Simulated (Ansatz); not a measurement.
# C: single-point calculation

System: C (12 atoms in the cell).
Method: DFT PBE, scalar-relativistic, plane waves, PAW, PAW set soft_1, no spin polarisation (Ansatz 0.2.0).

The structure derives from a Materials Project entry.

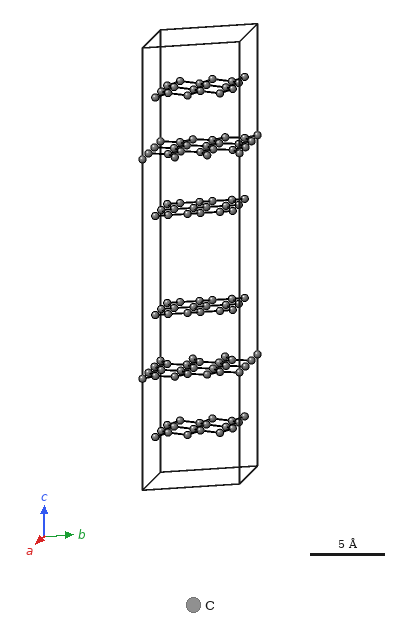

*The structure as given in the input (ball-and-stick view of the 3 × 3 repeat of the cell, with the vacuum cut short, seen slightly off an axis). An atom can appear more than once, as a periodic image.*

Near neighbours in the periodic cell (some may lie outside the picture): C has 3 C at 1.35 to 1.36 Å.

## Results in brief

| quantity | value |
| --- | --- |
| outcome | converged |
| space group (tolerance 0.01 Å) | P6₃/mmc (194) |
| electrons treated | 48 |
| free energy | −3008.6257 eV |
| Fermi energy | 4.136 eV |
| gap on the k-point mesh | none (metallic) |
| pressure | 33.35 GPa |
| largest force (length of the vector) | 1.932 eV/Å |
| hardware | 4 threads of Arm Neoverse V2, 24 GiB of memory available, shared host |
| wall time | 9.9 s (CPU time 39 s) |
| peak memory | 0.79 GiB |

Warnings of the run: the exchange-correlation potential is rough where the density is thin.

## Input
```yaml
crystal:
  lattice:
    - [2.3454914661, 0.0, 0.0]
    - [-1.1727457331, 2.031255194, 0.0]
    - [0.0, 0.0, 30.3810111588]
  atoms:
    - { symbol: C, position: [0.6666666667, 0.3333333333, 0.9805841193] }
    - { symbol: C, position: [0.6666666667, 0.3333333333, 0.4765728544] }
    - { symbol: C, position: [0.6666666667, 0.3333333333, 0.7547604756] }
    - { symbol: C, position: [0.6666666667, 0.3333333333, 0.2507492107] }
    - { symbol: C, position: [0.0, 0.0, 0.615666665] }
    - { symbol: C, position: [0.3333333333, 0.6666666667, 0.2547604756] }
    - { symbol: C, position: [0.0, 0.0, 0.115666665] }
    - { symbol: C, position: [0.6666666667, 0.3333333333, 0.615666665] }
    - { symbol: C, position: [0.3333333333, 0.6666666667, 0.7507492107] }
    - { symbol: C, position: [0.3333333333, 0.6666666667, 0.115666665] }
    - { symbol: C, position: [0.3333333333, 0.6666666667, 0.4805841193] }
    - { symbol: C, position: [0.3333333333, 0.6666666667, 0.9765728544] }
basis:
  ecutwfc: 520.0
kpoints:
  mp_grid: { grid: [18, 18, 2] }
hamiltonian:
  xc: pbe
  pseudopotentials: { kind: paw, azcp: { folder: soft_1 } }
scf:
  occupations: { method: gaussian, width: 0.15 }
output:
  forces: true
  stress: true
  eigenvalues: true
  write_density: true
  write_potential: true
  elf: true
  volumetric_format: npy
```

Run as:
```bash
ansatz run input.yaml --threads 4 --pin off --max-ram 8192MiB --backend cpu --events-out ev --progress --plain --runs-dir out
```

## What the program printed
```
Engine: ansatz 0.2.0, aarch64-unknown-linux-gnu
Pseudopotentials: kind: paw
Pseudopotential: C, paw, valence charge 4, recommended cutoff 420 eV (normal), [file]
Functional definition: PBE
  parameter kappa = 0.804
  parameter beta = 0.06672455060314922
  exchange = pbe_x(kappa = kappa, mu = beta*pi^2/3)
  correlation = pbe_c(beta = beta)
Crystal: 12 atoms, lattice volume = 144.744 Å³
Basis set: ecut = 520 eV, 3995 PW (Γ), exchange–correlation on 36×36×480 points (8 copies of the dense FFT grid, shifted against one another)
Bands: 36, of which v1, the nominal top of the filled ones, is band 24 counted from 1 (23 counted from 0)
Symmetry: 24 space group operations
Space group: P63/mmc (ITA 194), of the structure as read, at distance tolerance 5.3e-5 Å
k-points: 74 of 648
Non-local potential: C, projectors of the file, l = 0: 2, l = 1: 2, l = 2: 1
PAW form: soft (Blöchl's): semilocal exchange-correlation on the pseudo side does not see the compensation charge
PAW one-centre angular grid: C, 110 points (default); XC on 64 Gauss nodes
Initial density: superposition of atomic densities (neutral atoms: chi_scale 0, normalization atom)
Initial wavefunctions: pseudopotential atomic-orbital guess
Functional: x = pbe(κ = 0.804, μ = 0.2195149727645171), c = pbe(β = 0.06672455060314922)
SCF iter   1: F=—  HF=-3019.091298 eV  |F-HF|=—  |Δ(HF+E_count)|=         —  Δρ=1.31e-1  dr2=2.31e1  ethr=3.10e-3  ⟨swp⟩=10.5  Hψ=16434  notcnv=0  defer=7
preconditioner: auto → LDOS  [metal: Δε(μ)=0.045 eV  Ē_g=17.784 eV  σ=0.150 eV  W_gap=0.17  n_scr=20 (ndim 8)  ℏωp=21.4 eV  f_vac=0.220  D(μ)=0.53/eV (n_scr^D=6)  β→1.0]
SCF iter   2: F=—  HF=-3010.480318 eV  |F-HF|=—  |Δ(HF+E_count)|=    8.61e0  Δρ=5.00e-2  dr2=3.99e0  ethr=3.10e-3  ⟨swp⟩=4.8  Hψ=8407  notcnv=0  defer=439
SCF iter   3: F=—  HF=-3008.634489 eV  |F-HF|=—  |Δ(HF+E_count)|=    1.85e0  Δρ=2.80e-3  dr2=1.29e-2  ethr=3.10e-3  ⟨swp⟩=3.5  Hψ=5807  notcnv=0  defer=442
SCF iter   4: F=—  HF=-3008.625867 eV  |F-HF|=—  |Δ(HF+E_count)|=   8.62e-3  Δρ=5.86e-4  dr2=1.16e-3  ethr=2.70e-5  ⟨swp⟩=2.2  Hψ=4848  notcnv=0  defer=440
SCF iter   5: F=—  HF=-3008.625721 eV  |F-HF|=—  |Δ(HF+E_count)|=   1.46e-4  Δρ=3.35e-4  dr2=4.91e-4  ethr=2.41e-6  ⟨swp⟩=2.3  Hψ=4103  notcnv=0  defer=440
SCF iter   6: F=—  HF=-3008.625630 eV  |F-HF|=—  |Δ(HF+E_count)|=   9.15e-5  Δρ=1.29e-4  dr2=6.69e-5  ethr=1.02e-6  ⟨swp⟩=2.4  Hψ=3006  notcnv=0  defer=440
SCF iter   7: F=—  HF=-3008.625697 eV  |F-HF|=—  |Δ(HF+E_count)|=   6.78e-5  Δρ=2.97e-5  dr2=2.84e-6  ethr=1.39e-7  ⟨swp⟩=2.5  Hψ=3524  notcnv=0  defer=440
SCF iter   8: F=-3008.625697 eV  HF=-3008.625697 eV  |F-HF|=2.00e-8  |Δ(HF+E_count)|=   5.64e-7  Δρ=4.80e-6  dr2=3.95e-8  ethr=2.08e-10  ⟨swp⟩=32.3  Hψ=30655  notcnv=0
the search or the solves at the SCF's close seem to have found levels that the self-consistency loop had missed (the run counts 1). By its estimate they hold under 1e-12 electrons; where the run keeps them, the occupations were computed again with them
SCF 1 converged in 8 iterations: F = -3008.625697 eV  dr2 = 3.95e-8
  greatest PAW one-centre occupation: 0.706 electrons in one spin orbital (limit 2), on the C atom at site 9 (counted from 0), in its partial waves of l = 0
```

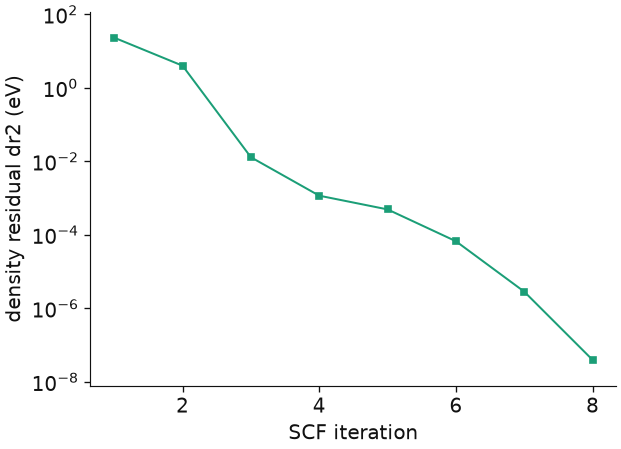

*Convergence of the self-consistent field: density residual dr2 against the SCF iteration.*

The residual falls at every step.

```
WARN: The output density's exchange-correlation potential varies sharply where the density is thin. Do not read a vacuum level from v_tot or v_xc, or from such a field of the output density. On a cell that repeats whose density bears no net charge and no dipole along the vacuum's axis use v_es (v_loc + v_h of the components); under efield.dipole_correction with no amplitude use v_es + v_field, which holds any external_charges[].barrier, or the levels of the report's work_function block, which leave it out; under a non-zero efield.amplitude the vacuum is tilted and has no level; on a cell that repeats and bears such a dipole with no correction it is tilted too, and efield.dipole_correction with no amplitude gives each side of its ramp a level where efield: is served; in a cell that repeats whose density bears a net charge (total_charge, or a fill off its count) it is curved and has none; of a slab under crystal.periodic whose density bears no net charge use v_es, which has a level on each side, short of where the two are joined; of another it falls or rises all the way out and has none; of a slab beside external_charges read slab_vacuum_level instead, which it has where they leave it neutral. The grid or the basis barely resolves most such structure, and the values can differ between equally converged runs; as a rule a tighter scf.convergence.dr2_threshold does not remove it. Where the density itself ripples (under the LDA too) a higher basis.ecutwfc lessens it. The files hold the spikes' plane waves up to the density's cutoff. Files: v_tot_of_output_density and the like, and their columns of v_z.tsv (output.write_potential); v_xc_of_output_density and the like, and their columns of v_comp_z.tsv (output.write_potential_components). Measured: with its Gaussian average of σ = 0.25 Å subtracted twice, the exchange-correlation potential is over 0.1 eV at 5220 of the grid points where the equally averaged density (valence and model cores) is under 1e-3 e/Å³, and 1.11 eV at the most among them, at an averaged density of 9.5e-5 e/Å³. The input density's (outcome.potential() and, of a run that writes arrays, v_tot and v_xc) is over 0.1 eV, so measured, at 5102 points of its own thin density, 1.14 eV at the most. See output.write_potential in the manual, Limitations
SCF converged after 8 iterations
Free energy (F): -3008.625697 eV
Harris-Foulkes:  -3008.625697 eV  (|F-HF|=2.00e-8)
Internal energy: -3008.620019 eV  (E = F + TS)
E sigma→0 (E₀):  -3008.622858 eV
Entropy (-TS):   -0.005677 eV (-0.473 meV/atom)
Fermi energy:    4.135892 eV
--- Per-component energies (eV) ---
  E_band       = -265.181267
  E_kinetic    = 1114.631644
  E_local      = -5306.786822  (includes V_loc(G=0)·N_el)
  E_nonlocal   = 292.435847
  E_hartree    = 2222.947535
  E_xc         = -576.475862
  E_vxc        = -710.659096  (∫ρ·V_xc dr)
  E_paw        = -1206.859025  (= ΣΔE_a)
  E_vpaw       = -100.693719  (= ΣTr[D̂ρ^β])
  E_aug_tail   = 0.000008  (compensation charges beyond the density's cutoff)
  E_ewald      = 451.486654
  E_smearing   = -0.005677  (= −TS)
  E_closure    = -0.000000  (closes the sum)
  Σ components = -3008.625697   (vs F -3008.625697, Δ=0.00e0)
--- Forces (eV/Å), atoms counted from 1 ---
  atom   1  C      0.00000000     0.00000000    -1.93212007
  atom   2  C      0.00000000     0.00000000     1.92988867
  atom   3  C      0.00000000     0.00000000    -1.92988867
  atom   4  C      0.00000000     0.00000000     1.93212007
  atom   5  C      0.00000000     0.00000000    -0.00000000
  atom   6  C     -0.00000000    -0.00000000    -1.92988867
  atom   7  C     -0.00000000    -0.00000000     0.00000000
  atom   8  C     -0.00000000    -0.00000000     0.00000000
  atom   9  C     -0.00000000    -0.00000000     1.93212007
  atom  10  C      0.00000000     0.00000000    -0.00000000
  atom  11  C     -0.00000000    -0.00000000    -1.93212007
  atom  12  C     -0.00000000    -0.00000000     1.92988867
  max |Σ_I F_I| component: 4.81e-16 eV/Å
--- Stress (GPa, compression-positive) ---
       50.521460       0.000000       0.000000
        0.000000      50.521460       0.000000
        0.000000       0.000000      -1.000439
  P = ⅓ Tr σ = 33.3475 GPa (333.475 kbar)
--- Band table (eV; the first three rows and the last of 74) ---
  k-point 0: bands = ["-16.6195", "-16.6195", "-16.5615", "-16.5614", "-16.5578", "-16.5578", "-4.6998", "-4.6987", "-4.4899", "-4.4870", "-4.3290", "-4.3272", "1.1946", "1.1946", "1.1946", "1.1946", "1.3649", "1.3649", "1.3649", "1.3649", "1.3649", "1.3649", "1.3649", "1.3649", "6.4865", "6.7079", "7.0188", "7.8125", "7.9473", "9.1669", "9.5086", "10.4239", "13.2089", "13.5146", "13.5146", "13.5146"]
  k-point 1: bands = ["-16.6195", "-16.6195", "-16.5615", "-16.5615", "-16.5578", "-16.5578", "-4.6992", "-4.6992", "-4.4884", "-4.4884", "-4.3281", "-4.3281", "1.1946", "1.1946", "1.1946", "1.1946", "1.3649", "1.3649", "1.3649", "1.3649", "1.3649", "1.3649", "1.3649", "1.3649", "6.5650", "6.5650", "7.3219", "7.3219", "8.5603", "8.5603", "10.0769", "10.0769", "13.5146", "13.5146", "13.5146", "13.5146"]
  k-point 2: bands = ["-16.5400", "-16.5400", "-16.4819", "-16.4818", "-16.4783", "-16.4782", "-4.6011", "-4.6000", "-4.3925", "-4.3897", "-4.2319", "-4.2301", "0.8778", "0.8778", "1.0109", "1.0109", "1.0450", "1.0450", "1.0450", "1.0450", "1.1807", "1.1807", "1.1807", "1.1807", "6.5927", "6.8152", "7.1210", "7.9178", "8.0466", "9.2670", "9.6097", "10.5265", "13.1876", "13.5515", "13.5524", "13.5712"]
  k-point 73: bands = ["-8.8963", "-8.8963", "-8.8954", "-8.8954", "-8.8233", "-8.8233", "-8.8231", "-8.8231", "-8.8231", "-8.8231", "-8.8226", "-8.8226", "-7.5729", "-7.5729", "-7.4311", "-7.4311", "-7.4310", "-7.4310", "4.0532", "4.0532", "4.1307", "4.1307", "4.1317", "4.1317", "4.1325", "4.1325", "4.1439", "4.1439", "4.2252", "4.2252", "14.7357", "14.7357", "14.8659", "14.8659", "14.9506", "14.9506"]
```

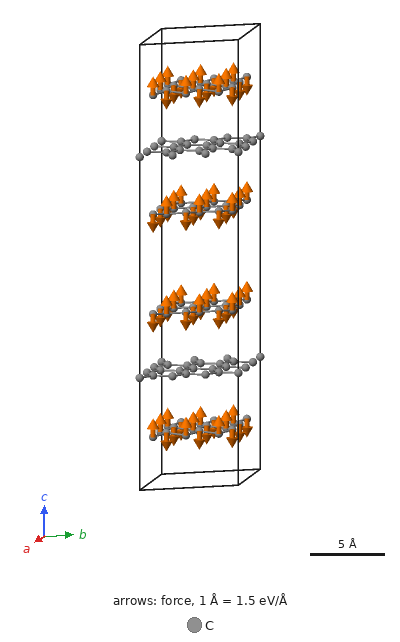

*Forces on the atoms as orange arrows (ball-and-stick view of the 3 × 3 repeat of the cell, with the vacuum cut short, seen slightly off an axis).*

The largest act on C1, C2, C3, C4, C6, C9 and 2 more (1.93 eV/Å). Atoms are counted from 1 in the order of the input and aren't labelled in the picture. The geometry is not a stationary point of this energy.

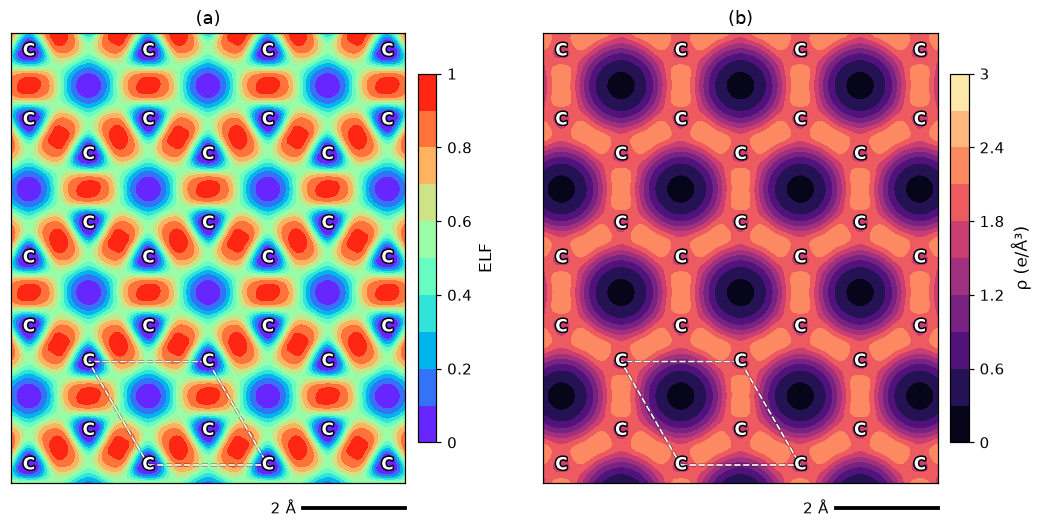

*(a) ELF; (b) valence pseudo-density on the (001) plane of the conventional cell.*

The section cuts through C sites. C–C (1.35 Å): ρ is about 2.3 e/Å³ halfway, a local maximum along the line; the ELF peaks at about 0.95 between the atoms; a double or triple bond. Away from the nuclei the density in this plane falls to 0.2 e/Å³ at its lowest. In a PAW calculation such maps are meaningful between the atoms, not at the nuclei.

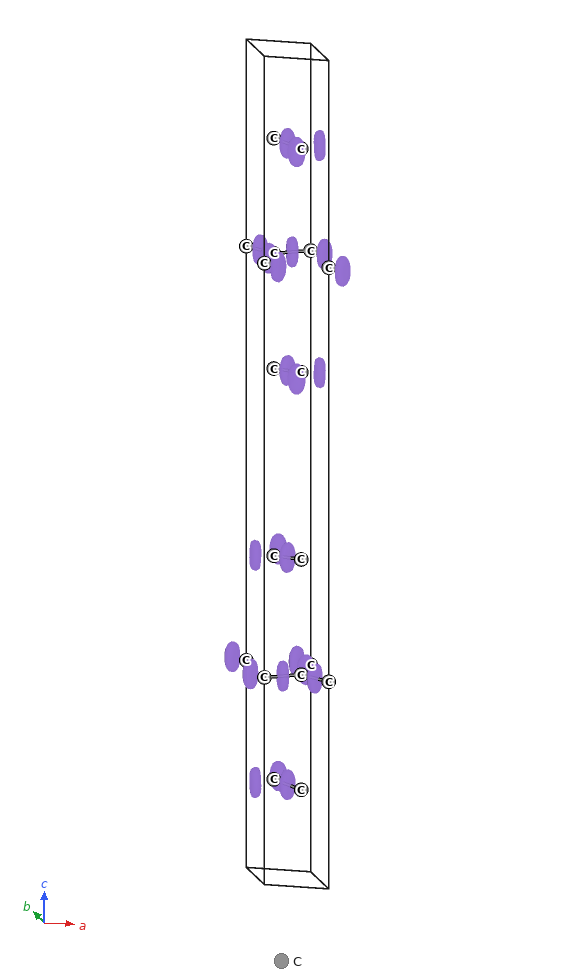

*Isosurface of the ELF at 0.85 (purple), seen slightly off an axis. Only the valence region is drawn (cores and ρ < 0.01 e/Å³ removed). Sticks mark near contacts. The outline is the cell set on symmetry axes.*

Values along the shortest contacts: C–C (1.35 Å): the ELF peaks at about 0.95 between the atoms (a multiple bond by its length, whose ELF region spreads away from the axis).
